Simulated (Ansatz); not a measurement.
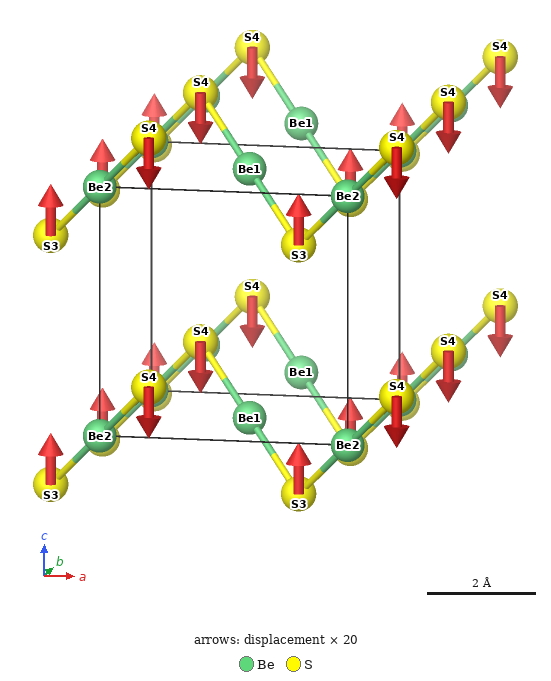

A relaxation of crystalline BeS (a generated structure, set up in Cmme) (coarse preliminary run). The starting structure is drawn; red arrows show the displacements (the part carried along by the change of the cell is left out), magnified 20 times.

The picture is a ball-and-stick view of the cell of the calculation, repeated 1 × 2 × 1 with one cell outlined, seen slightly off an axis.

Computed with DFT PBE, scalar-relativistic, plane waves, PAW in Ansatz.

Input
```yaml
crystal:
  lattice:
    - [3.32640707, -3.32640707, 0.0]
    - [3.32640707, 3.32640707, 0.0]
    - [0.0, 0.0, 4.70424999]
  atoms:
    - { symbol: Be, position: [0.5, 0.5, 0.0] }
    - { symbol: Be, position: [0.0, 0.0, 0.0] }
    - { symbol: S, position: [0.75, 0.25, 0.75] }
    - { symbol: S, position: [0.25, 0.75, 0.25] }
basis:
  ecutwfc: 420
kpoints:
  mp_grid: { grid: [4, 4, 4] }
hamiltonian:
  xc: pbe
scf:
  occupations: { method: gaussian, width: 0.1 }
  lower_state_search: "off"
output:
  forces: true
  stress: true
  eigenvalues: true
relax:
  adjacent_minimum: "off"
  f_tol: 0.04
  max_steps: 70
  cell: { stress_tol: 0.4 }
```

Command:
```bash
ansatz run input.yaml --threads 1 --pin off --max-ram 2048MiB --backend cpu --events-out ev --progress --plain --runs-dir out
```

Atoms of which element are displaced furthest, and by how much?

Answer. Sulfur: up to 0.049 Å, against 0.000 Å for beryllium.

Describe the change and its energy.

Answer. After 8 accepted moves (9 points after the start) the energy has fallen by 161 meV per atom. Largest force component: 1.4 eV/Å at the start, 0.019 eV/Å at the end. The pressure goes from −6.71 to 0.03 GPa. The SCF was repeated once at an unchanged geometry on a basis and grid sized afresh for the cell, which shifted the energy by 0.9 meV per atom at most. The largest moves relative to the cell, 0.049 Å, are those of S3 and S4. S3 goes along +c. Be stays in place. Cell: a = b 4.704 → 4.745 Å (+0.9 %), c 4.704 → 5.210 Å (+10.7 %), γ 90.0° → 73.7°. Volume +8.1 %. Some distances before and after: Be1–S3 2.037 → 1.896 Å. Bond angles that change, for instance: Be1–S4–Be2 109.5° → 97.2°. The space group stays Cmme (No. 67).
